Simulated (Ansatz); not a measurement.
**Single-point calculation of NiSi (part 2 of 2)**

The same run, continued: NiSi (Pmmn, 4 atoms in the cell); DFT, PBE, PAW with Ansatz's default frozen-core files, scalar-relativistic, spin-polarised (Ansatz 0.2.0); cutoff 420 eV, 11×10×7 k-mesh, Fermi–Dirac smearing of 0.08 eV, collinear spins. The structure derives from an entry of the Crystallography Open Database. Its volume is 1.10 times that of the source entry. It belongs to a series of runs on one base structure; here: volume scaled by 1.1, PAW files.

Geometry of the input (Å; fractional positions):
```
3.1243  0.0000  0.0000
0.0000  3.3792  0.0000
0.0000  0.0000  4.8494
Si 0.5000  0.5000  0.8423
Si 0.0000  0.0000  0.1577
Ni 0.5000  0.5000  0.3442
Ni 0.0000  0.0000  0.6558
```

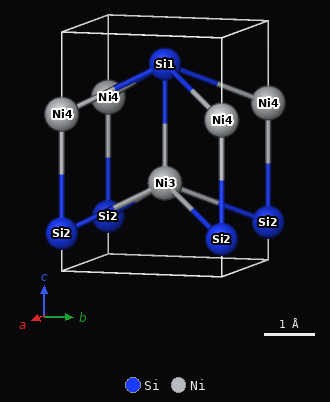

*The input geometry (ball-and-stick view of the cell of the calculation, seen slightly off an axis; atoms are numbered from 1 in the order of the input).*

Output, continued:
```
  k-point 2 ↑: bands = ["-89.7292", "-89.7238", "-50.2365", "-50.2192", "-50.1234", "-50.0994", "-50.0590", "-50.0393", "1.3068", "4.7494", "8.8798", "10.4878", "10.6952", "11.3283", "11.4515", "11.4943", "11.5735", "11.6231", "11.7187", "12.2126", "13.8486", "13.9568", "15.4154", "16.0954", "17.1541", "18.7089", "18.8277", "19.2777", "22.6969"]
  k-point 143 ↓: bands = ["-89.7261", "-89.7261", "-50.2271", "-50.2271", "-50.1166", "-50.1166", "-50.0534", "-50.0534", "6.7320", "6.7320", "8.0489", "8.0489", "9.5980", "9.5980", "10.7885", "10.7885", "11.4707", "11.4707", "12.1809", "12.1809", "12.5570", "12.5570", "13.7344", "13.7344", "14.8201", "14.8201", "21.2515", "21.2515", "22.2100"]
--- Löwdin populations: 4 sites ---
  site symbol       q [e]    m [muB]
     0     Si      4.2553     0.0000
     1     Si      4.2553     0.0000
     2     Ni     17.5006    -0.0000
     3     Ni     17.5006    -0.0000
  spilling = 0.011094 (of n_electrons = 44.000000)
```

File populations.tsv:
```
# site	symbol	l	j	q_up	q_dn
# orbitals = lowdin
# n_electrons = 44.000000
# spilling = 0.011094
0	Si	0_3S	-	0.707310	0.707310
0	Si	1_3P	-	1.420330	1.420330
1	Si	0_3S	-	0.707310	0.707310
1	Si	1_3P	-	1.420330	1.420330
2	Ni	0_3S	-	0.995433	0.995433
2	Ni	0_4S	-	0.290820	0.290820
2	Ni	1_3P	-	2.997516	2.997516
2	Ni	2_3D	-	4.466552	4.466553
3	Ni	0_3S	-	0.995433	0.995433
3	Ni	0_4S	-	0.290820	0.290820
3	Ni	1_3P	-	2.997516	2.997516
3	Ni	2_3D	-	4.466552	4.466553
```

File rho_z.tsv:
```
# z_ang	rho[e/angstrom^3]	rho_spin[e/angstrom^3]
# format = ansatz-planar-average/11
# lattice	3.124319643	0.000000000	0.000000000
# lattice	0.000000000	3.379168958	0.000000000
# lattice	0.000000000	0.000000000	4.849404235
# sites	4
# site	14	1.562159822	1.689584479	4.084653187
# site	14	0.000000000	0.000000000	0.764751048
# site	28	1.562159822	1.689584479	1.669261926
# site	28	0.000000000	0.000000000	3.180142309
0.000000	2.830879e-1	4.867175e-7
0.134706	2.810210e-1	4.609028e-7
0.269411	2.759713e-1	3.907184e-7
0.404117	2.715817e-1	2.946699e-7
0.538823	2.724024e-1	1.934091e-7
0.673528	2.833564e-1	1.030350e-7
0.808234	3.100041e-1	3.270874e-8
0.942940	3.708935e-1	-1.319534e-8
1.077645	5.055900e-1	-3.660847e-8
1.212351	7.822925e-1	-5.233948e-8
1.347057	1.277083e0	-8.351602e-8
1.481762	1.933681e0	-1.285353e-7
1.616468	2.412056e0	-1.536075e-7
1.751174	2.326074e0	-1.275808e-7
1.885879	1.738084e0	-3.475721e-8
2.020585	1.076963e0	9.871353e-8
2.155291	6.296335e-1	2.156941e-7
2.289996	4.087995e-1	2.868040e-7
2.424702	3.445914e-1	3.101487e-7
2.559408	4.087995e-1	2.868040e-7
2.694113	6.296335e-1	2.156941e-7
2.828819	1.076963e0	9.871353e-8
2.963525	1.738084e0	-3.475721e-8
3.098230	2.326074e0	-1.275808e-7
3.232936	2.412056e0	-1.536075e-7
3.367642	1.933681e0	-1.285353e-7
3.502348	1.277083e0	-8.351602e-8
3.637053	7.822925e-1	-5.233948e-8
3.771759	5.055900e-1	-3.660847e-8
3.906465	3.708935e-1	-1.319534e-8
4.041170	3.100041e-1	3.270874e-8
4.175876	2.833564e-1	1.030350e-7
4.310582	2.724024e-1	1.934091e-7
4.445287	2.715817e-1	2.946699e-7
4.579993	2.759713e-1	3.907184e-7
4.714699	2.810210e-1	4.609028e-7
```

File v_z.tsv:
```
# z_ang	v_es[eV]	v_tot_up[eV]	v_tot_dn[eV]
# format = ansatz-planar-average/11
# xc	pbe
# density_cutoff_ev	1680
# datasets	Si=:simpson_from_first_knot:soft	Ni=:simpson_from_first_knot:soft
# lattice	3.124319643	0.000000000	0.000000000
# lattice	0.000000000	3.379168958	0.000000000
# lattice	0.000000000	0.000000000	4.849404235
# sites	4
# site	14	1.562159822	1.689584479	4.084653187
# site	14	0.000000000	0.000000000	0.764751048
# site	28	1.562159822	1.689584479	1.669261926
# site	28	0.000000000	0.000000000	3.180142309
0.000000	8.980403e0	-1.698146e0	-1.698134e0
0.134706	8.402378e0	-2.272426e0	-2.272416e0
0.269411	7.073011e0	-3.751702e0	-3.751694e0
0.404117	5.547648e0	-5.590051e0	-5.590046e0
0.538823	4.136980e0	-7.316404e0	-7.316402e0
0.673528	3.067423e0	-8.635367e0	-8.635367e0
0.808234	2.295018e0	-9.638459e0	-9.638460e0
0.942940	1.583470e0	-1.061668e1	-1.061668e1
1.077645	9.505066e-1	-1.147594e1	-1.147594e1
1.212351	5.935718e-1	-1.195541e1	-1.195541e1
1.347057	6.749834e-1	-1.194047e1	-1.194046e1
1.481762	1.169620e0	-1.153797e1	-1.153797e1
1.616468	1.893318e0	-1.077074e1	-1.077074e1
1.751174	2.894818e0	-9.522309e0	-9.522305e0
1.885879	4.349433e0	-7.684215e0	-7.684210e0
2.020585	6.186598e0	-5.389886e0	-5.389880e0
2.155291	8.191431e0	-2.897977e0	-2.897970e0
2.289996	9.884944e0	-7.940813e-1	-7.940746e-1
2.424702	1.055993e1	3.032273e-2	3.032942e-2
2.559408	9.884944e0	-7.940813e-1	-7.940746e-1
2.694113	8.191431e0	-2.897977e0	-2.897970e0
2.828819	6.186598e0	-5.389886e0	-5.389880e0
2.963525	4.349433e0	-7.684215e0	-7.684210e0
3.098230	2.894818e0	-9.522309e0	-9.522305e0
3.232936	1.893318e0	-1.077074e1	-1.077074e1
3.367642	1.169620e0	-1.153797e1	-1.153797e1
3.502348	6.749834e-1	-1.194047e1	-1.194046e1
3.637053	5.935718e-1	-1.195541e1	-1.195541e1
3.771759	9.505066e-1	-1.147594e1	-1.147594e1
3.906465	1.583470e0	-1.061668e1	-1.061668e1
4.041170	2.295018e0	-9.638459e0	-9.638460e0
4.175876	3.067423e0	-8.635367e0	-8.635367e0
4.310582	4.136980e0	-7.316404e0	-7.316402e0
4.445287	5.547648e0	-5.590051e0	-5.590046e0
4.579993	7.073011e0	-3.751702e0	-3.751694e0
4.714699	8.402378e0	-2.272426e0	-2.272416e0
```

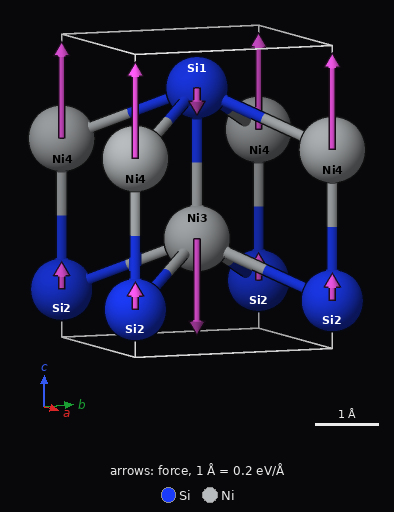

*Forces on the atoms as pink arrows (ball-and-stick view of the cell of the calculation, seen slightly off an axis; atoms are numbered from 1 in the order of the input).*

The largest act on Ni3, Ni4 (0.31 eV/Å). The geometry is not a stationary point of this energy.

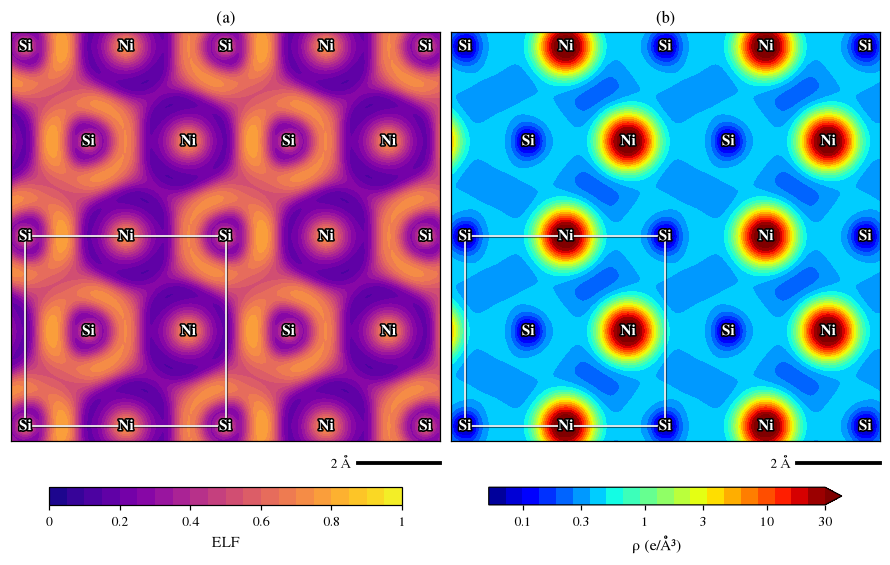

*(a) electron localisation function; (b) valence charge density (pseudo) on the (110) plane of the conventional cell.*

Atoms in the plane: Si and Ni. Si–Ni (2.42 Å): ρ at the midpoint is about 0.4 e/Å³; the ELF is about 0.45 at the midpoint. Si–Ni (2.47 Å): ρ at the midpoint is about 0.37 e/Å³; the ELF is about 0.50 at the midpoint. Away from the nuclei the density in this plane falls to 0.22 e/Å³ at its lowest. The strong features right at Ni lie inside the PAW spheres (semicore, d or f shells) and say nothing about bonding. Core electrons are frozen (PAW), so the fields are smoothed inside the atomic spheres.

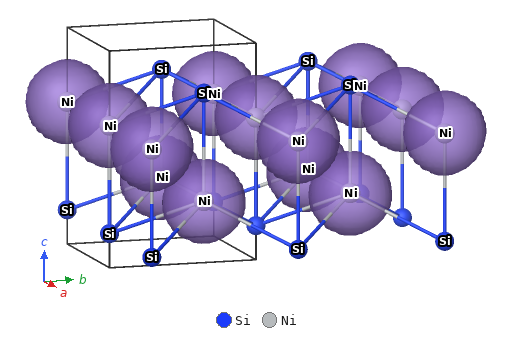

*Isosurface of the valence charge density (pseudo) at 0.6 e/Å³ (purple), seen slightly off an axis. Sticks mark near contacts. The outline is the cell set on symmetry axes.*

At this value the density breaks into separate islands; it holds about 70 % of the electrons treated as valence (semicore included). It is pinched off along the Si–Ni (2.42 Å) and Si–Ni (2.47 Å) contacts. On the grid the lowest density along these lines, outside the cores, is 0.39 e/Å³ (Si–Ni, 2.42 Å) and 0.37 e/Å³ (Si–Ni, 2.47 Å).

Summary:

| quantity | value |
| --- | --- |
| outcome | converged |
| space group (tolerance 0.01 Å) | Pmmn (59) |
| electrons treated | 44 |
| free energy | −12952.6847 eV |
| Fermi energy | 13.895 eV |
| net moment of the cell | 0.00 μB |
| integrated absolute moment | 0.00 μB |
| pressure | −13.16 GPa |
| largest force (length of the vector) | 0.313 eV/Å |
| hardware | 2 threads of Arm Neoverse N1, 54 GiB of memory available, shared host |
| wall time | 48 s (CPU time 92 s) |
| peak memory | 0.55 GiB |

Remarks:

The program warns: some starting moments were not kept. The cell is under a tension of 13.2 GPa at this level, so it is not at its equilibrium volume.
